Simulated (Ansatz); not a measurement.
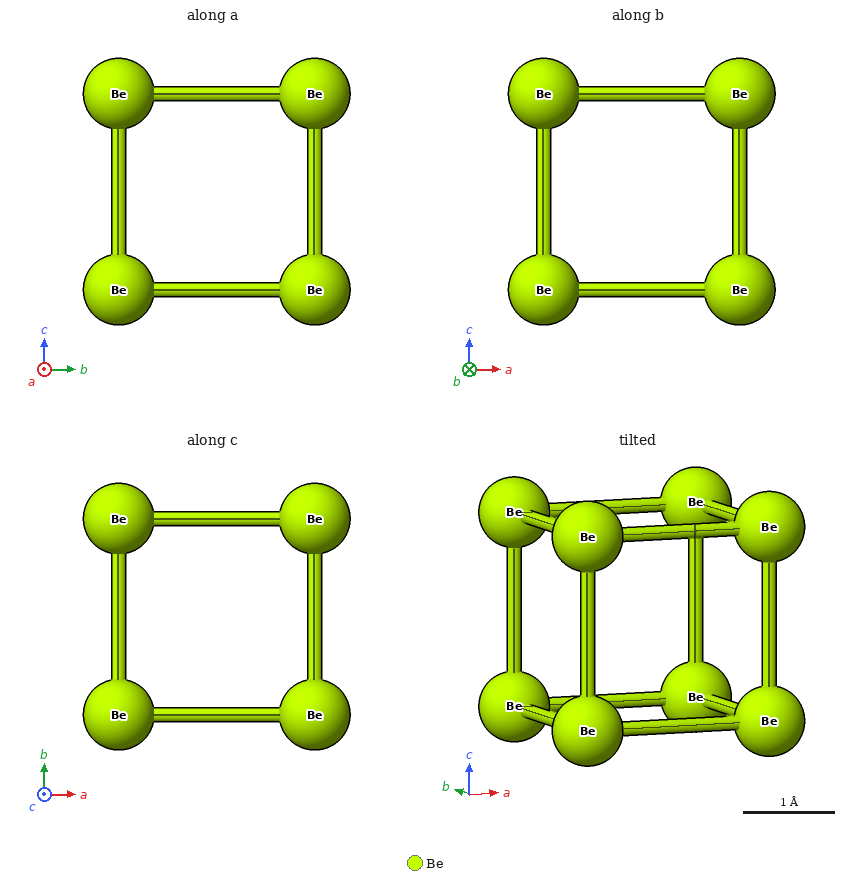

Ball-and-stick representation of a periodic structure, projected along the a axis, along the b axis, along the c axis and slightly off an axis. One conventional unit cell is framed, with atoms on its boundary repeated.

Lattice parameters: a = 2.167 Å, b = 2.167 Å, c = 2.167 Å, α = 90.00°, β = 90.00°, γ = 90.00°. Put a along x and b in the xy plane.

Reconstruct the structure as a POSCAR file.

```
Be
1.0
     2.167    0.000    0.000
     0.000    2.167    0.000
     0.000    0.000    2.167
Be
1
Direct
  0.0000 0.0000 0.0000
```

The structure was taken from a textbook structure type filled with this element (whether it is the usual form wasn't checked). This is the structure after a relaxation with Ansatz 0.2.0, DFT PBEsol, scalar-relativistic, plane waves, PAW.
